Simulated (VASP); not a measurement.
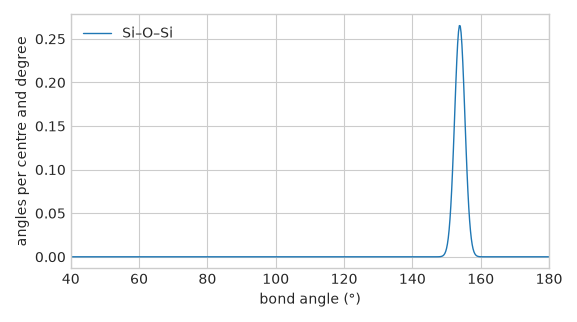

Bond-angle distributions computed from the structure of SiO2; each angle is a Gaussian of σ = 1.5°. Bonds counted: O–Si up to 2.05 Å. Structure used: the geometry relaxed with VASP Kohn-Sham DFT of a periodic cell, r2SCAN, VASP PAW PBE potentials, recommended (VASP 6.6.1).

Q: Where do the angles cluster?

A: Si–O–Si: 154° (1 per centre)

The structure has space group P6_422 (No. 181); other forms of this composition would give other results.
